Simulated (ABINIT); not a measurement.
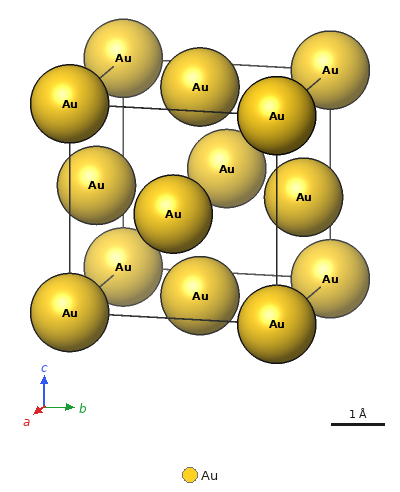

**Figure 1.** The input geometry (spheres-only view of the cell 4 times as large as that of the calculation, set on its symmetry axes, seen slightly off an axis).

## Au: positron calculation (part 1 of 2)

The run: positron calculation of Au (Fm-3m, 1 atom in the cell). Method and program: Kohn-Sham DFT of a periodic cell, PBE, JTH PAW PBE v2.0, no spin polarisation (ABINIT 10.8.3).

The structure derives from an entry of the Crystallography Open Database.

### The input
```
ndtset 2

pp_dirpath "./"
pseudos "Au.GGA_PBE-JTH.xml"

acell 3*1.0 Angstrom
rprim
     0.0000000000     2.0350000000     2.0350000000
     2.0350000000     0.0000000000     2.0350000000
     2.0350000000     2.0350000000     0.0000000000
ntypat 1
znucl 79
natom 1
typat 1
xred
            0.0            0.0            0.0

ecut 544.227725 eV
pawecutdg 40.0

ixc 11

nstep 80

iomode 3
prteig 0
prtebands 0
prtwf 0

kptopt1 1
ngkpt1 8 8 8
nshiftk1 1
shiftk1 0.0 0.0 0.0
nband1 10
occopt1 3
tsmear1 0.136 eV
tolvrs1 1.0e-10
prtden1 1

positron2 1
ixcpositron2 11
getden2 1
kptopt2 0
nkpt2 1
kpt2 0.0 0.0 0.0
nband2 1
occopt2 2
occ2 1.0
posocc2 1.0
toldfe2 1.0e-9
optforces2 0
optstress2 0
prtden2 0
```

Machine: 1 thread of Arm Neoverse N1, 24 GiB of memory available, shared host.

Launched with:
```bash
abinit run.abi > log 2>&1
```

### The program's output
```
.Version 10.8.3 of ABINIT
 DATASET    1 : space group Fm -3 m (#225); Bravais cF (face-center cubic)
================================================================================
 Values of the parameters that define the memory need for DATASET  1.
     intxc =       0    ionmov =       0      iscf =      17    lmnmax =      18
     lnmax =       6     mgfft =      24  mpssoang =       3    mqgrid =    3001
     natom =       1  nloc_mem =       2    nspden =       1   nspinor =       1
    nsppol =       1      nsym =      48    n1xccc =       1    ntypat =       1
    occopt =       3   xclevel =       2
       mpw =         507          nfft =       13824          nkpt =          29
 PAW method is used; the additional fine FFT grid is defined by:
   mgfftf=        32    nfftf =     32768
================================================================================
================================================================================

 DATASET    2 : space group Fm -3 m (#225); Bravais cF (face-center cubic)
================================================================================
 Values of the parameters that define the memory need for DATASET  2.
     intxc =       0    ionmov =       0      iscf =      17    lmnmax =      18
     lnmax =       6     mgfft =      24  mpssoang =       3    mqgrid =    3001
     natom =       1  nloc_mem =       2    nspden =       1   nspinor =       1
    nsppol =       1      nsym =      48    n1xccc =       1    ntypat =       1
    occopt =       2   xclevel =       2
       mpw =         266          nfft =       13824          nkpt =           1
 PAW method is used; the additional fine FFT grid is defined by:
   mgfftf=        32    nfftf =     32768
================================================================================
================================================================================

--------------------------------------------------------------------------------
------------- Echo of variables that govern the present computation ------------
--------------------------------------------------------------------------------
 -outvars: echo values of preprocessed input variables --------
            acell      1.8897261259E+00  1.8897261259E+00  1.8897261259E+00 Bohr
              amu      1.96966540E+02
             ecut      2.00000000E+01 Hartree
           getden1          0
           getden2          1
              ixc          11
      ixcpositron1          1
      ixcpositron2         11
           jdtset        1    2
           kptopt1          1
           kptopt2          0
         kptrlatt        8    0    0      0    8    0      0    0    8
          kptrlen1     4.35079144E+01
          kptrlen2     3.00000000E+01
            natom           1
            nband1         10
            nband2          1
           ndtset           2
            ngfft          24      24      24
          ngfftdg          32      32      32
             nkpt1         29
             nkpt2          1
            nstep          80
             nsym          48
           ntypat           1
           occopt1          3
           occopt2          2
        optforces1          2
        optforces2          0
        optstress1          1
        optstress2          0
        pawecutdg      4.00000000E+01 Hartree
         positron1          0
         positron2          1
           prtden1          1
           prtden2          0
        prtebands           0
           prteig           0
            prtwf           0
            rprim      0.0000000000E+00  2.0350000000E+00  2.0350000000E+00
                       2.0350000000E+00  0.0000000000E+00  2.0350000000E+00
                       2.0350000000E+00  2.0350000000E+00  0.0000000000E+00
           shiftk1     0.00000000E+00  0.00000000E+00  0.00000000E+00
           shiftk2     5.00000000E-01  5.00000000E-01  5.00000000E-01
          spgroup         225
           toldfe1     0.00000000E+00 Hartree
           toldfe2     1.00000000E-09 Hartree
           tolvrs1     1.00000000E-10
           tolvrs2     0.00000000E+00
           tsmear1     4.99790782E-03 Hartree
           tsmear2     1.00000000E-02 Hartree
            typat      1
           useylm           1
            znucl       79.00000

================================================================================

 chkinp: Checking input parameters for consistency, jdtset=   1.

 chkinp: Checking input parameters for consistency, jdtset=   2.

================================================================================
== DATASET  1 ==================================================================

--- !DatasetInfo
iteration_state: {dtset: 1, }
dimensions: {natom: 1, nkpt: 29, mband: 10, nsppol: 1, nspinor: 1, nspden: 1, mpw: 507, }
cutoff_energies: {ecut:  20.0, pawecutdg:  40.0, }
electrons: {nelect:   1.10000000E+01, charge:   0.00000000E+00, occopt:   3.00000000E+00, tsmear:   4.99790782E-03, }
meta: {optdriver: 0, ionmov: 0, optcell: 0, iscf: 17, paral_kgb: 0, }
...

 Exchange-correlation functional for the present dataset will be:
  GGA: Perdew-Burke-Ernzerhof functional - ixc=11
  J.P.Perdew, K.Burke, M.Ernzerhof, PRL 77, 3865 (1996)

 Real(R)+Recip(G) space primitive vectors, cartesian coordinates (Bohr,Bohr^-1):
 R(1)=  0.0000000  3.8455927  3.8455927  G(1)= -0.1300190  0.1300190  0.1300190
 R(2)=  3.8455927  0.0000000  3.8455927  G(2)=  0.1300190 -0.1300190  0.1300190
 R(3)=  3.8455927  3.8455927  0.0000000  G(3)=  0.1300190  0.1300190 -0.1300190
 Unit cell volume ucvol=  1.1374173E+02 bohr^3
 Angles (23,13,12)=  6.00000000E+01  6.00000000E+01  6.00000000E+01 degrees

 Coarse grid specifications (used for wave-functions):

 getcut: wavevector=  0.0000  0.0000  0.0000  ngfft=  24  24  24
         ecut(hartree)=     20.000   => boxcut(ratio)=   2.19206

 Fine grid specifications (used for densities):

 getcut: wavevector=  0.0000  0.0000  0.0000  ngfft=  32  32  32
         ecut(hartree)=     40.000   => boxcut(ratio)=   2.06670

--- Pseudopotential description ------------------------------------------------
- pspini: atom type   1  psp file is ./Au.GGA_PBE-JTH.xml
 Pseudopotential format is: paw10
 basis_size (lnmax)=  6 (lmn_size= 18), orbitals=   0   0   1   1   2   2
 Spheres core radius: rc_sph= 2.50869560
 Shapefunction is SIN type: shapef(r)=[sin(pi*r/rshp)/(pi*r/rshp)]**2
 Radius for shape functions =  2.26305713
 Compensation charge density is not taken into account in XC energy/potential

   3.87212569E+02                                ecore*ucvol(ha*bohr**3)
--------------------------------------------------------------------------------

================================================================================

--- !BeginCycle
iteration_state: {dtset: 1, }
solver: {iscf: 17, nstep: 80, nline: 4, wfoptalg: 10, }
tolerances: {tolvrs: 1.00E-10, }
...

     iter   Etot(hartree)      deltaE(h)  residm     nres2
 ETOT  1  -33.999933689933    -3.400E+01 4.304E-01 1.186E+01
 ETOT  2  -34.209559025829    -2.096E-01 1.371E-01 1.327E+01
 ETOT  3  -34.158218283673     5.134E-02 1.553E-02 2.908E+00
 ETOT  4  -34.151617875004     6.600E-03 4.566E-03 2.060E-01
 ETOT  5  -34.153403453806    -1.786E-03 4.187E-03 7.943E-02
 ETOT  6  -34.153701399719    -2.979E-04 2.417E-03 1.741E-02
 ETOT  7  -34.153732546472    -3.115E-05 2.851E-03 9.480E-03
 ETOT  8  -34.153795484584    -6.294E-05 8.749E-04 2.528E-03
 ETOT  9  -34.153791314516     4.170E-06 9.879E-04 2.200E-04
 ETOT 10  -34.153794889542    -3.575E-06 3.170E-04 1.579E-03
 ETOT 11  -34.153792323367     2.566E-06 2.956E-04 7.847E-04
 ETOT 12  -34.153792224556     9.881E-08 1.546E-04 5.099E-04
 ETOT 13  -34.153792020046     2.045E-07 1.212E-04 3.514E-04
 ETOT 14  -34.153791529043     4.910E-07 1.341E-04 5.909E-05
 ETOT 15  -34.153791477744     5.130E-08 1.544E-04 1.313E-05
 ETOT 16  -34.153791460326     1.742E-08 1.788E-04 4.140E-06
 ETOT 17  -34.153791461865    -1.539E-09 2.005E-04 6.767E-07
 ETOT 18  -34.153791466015    -4.150E-09 2.199E-04 2.180E-06
 ETOT 19  -34.153791462777     3.238E-09 2.557E-04 2.885E-07
 ETOT 20  -34.153791463124    -3.476E-10 2.729E-04 1.305E-07
 ETOT 21  -34.153791464051    -9.264E-10 3.234E-04 5.660E-07
 ETOT 22  -34.153791463922     1.288E-10 3.326E-04 5.354E-07
 ETOT 23  -34.153791463046     8.755E-10 3.985E-04 1.278E-07
 ETOT 24  -34.153791463136    -9.005E-11 3.984E-04 1.610E-07
 ETOT 25  -34.153791462835     3.013E-10 4.630E-04 3.777E-10
 ETOT 26  -34.153791462853    -1.804E-11 4.647E-04 7.506E-10
 ETOT 27  -34.153791462854    -1.044E-12 4.712E-04 4.554E-10
 ETOT 28  -34.153791462854     2.629E-13 5.265E-04 2.598E-10
 ETOT 29  -34.153791462852     1.755E-12 3.660E-04 4.459E-11

 At SCF step   29       nres2   =  4.46E-11 < tolvrs=  1.00E-10 =>converged.

 Cartesian components of stress tensor (hartree/bohr^3)
  sigma(1 1)= -4.01895982E-04  sigma(3 2)=  0.00000000E+00
  sigma(2 2)= -4.01895982E-04  sigma(3 1)=  0.00000000E+00
  sigma(3 3)= -4.01895982E-04  sigma(2 1)=  0.00000000E+00

--- !ResultsGS
iteration_state: {dtset: 1, }
comment   : Summary of ground state results
lattice_vectors:
- [  0.0000000,   3.8455927,   3.8455927, ]
- [  3.8455927,   0.0000000,   3.8455927, ]
- [  3.8455927,   3.8455927,   0.0000000, ]
lattice_lengths: [   5.43849,    5.43849,    5.43849, ]
lattice_angles: [ 60.000,  60.000,  60.000, ] # degrees, (23, 13, 12)
lattice_volume:   1.1374173E+02
convergence: {deltae:  1.755E-12, res2:  4.459E-11, residm:  3.660E-04, diffor: null, }
etotal    :  -3.41537915E+01
entropy   :   0.00000000E+00
fermie    :   2.91375153E-01
cartesian_stress_tensor: # hartree/bohr^3
- [ -4.01895982E-04,   0.00000000E+00,   0.00000000E+00, ]
- [  0.00000000E+00,  -4.01895982E-04,   0.00000000E+00, ]
- [  0.00000000E+00,   0.00000000E+00,  -4.01895982E-04, ]
pressure_GPa:   1.1824E+01
xred      :
- [  0.0000E+00,   0.0000E+00,   0.0000E+00, Au]
cartesian_forces: # hartree/bohr
- [ -0.00000000E+00,  -0.00000000E+00,  -0.00000000E+00, ]
force_length_stats: {min:   0.00000000E+00, max:   0.00000000E+00, mean:   0.00000000E+00, }
...

 Integrated electronic density in atomic spheres:
 ------------------------------------------------
 Atom  Sphere_radius  Integrated_density
    1        2.50870          9.51584436

================================================================================

 ----iterations are completed or convergence reached----

 Mean square residual over all n,k,spin=   12.986E-07; max=  36.603E-05
 reduced coordinates (array xred) for    1 atoms
       0.000000000000      0.000000000000      0.000000000000
 rms dE/dt=  0.0000E+00; max dE/dt=  0.0000E+00; dE/dt below (all hartree)
    1       0.000000000000      0.000000000000      0.000000000000

 cartesian coordinates (angstrom) at end:
    1      0.00000000000000     0.00000000000000     0.00000000000000

 cartesian forces (hartree/bohr) at end:
    1     -0.00000000000000    -0.00000000000000    -0.00000000000000
 frms,max,avg= 0.0000000E+00 0.0000000E+00   0.000E+00  0.000E+00  0.000E+00 h/b
```
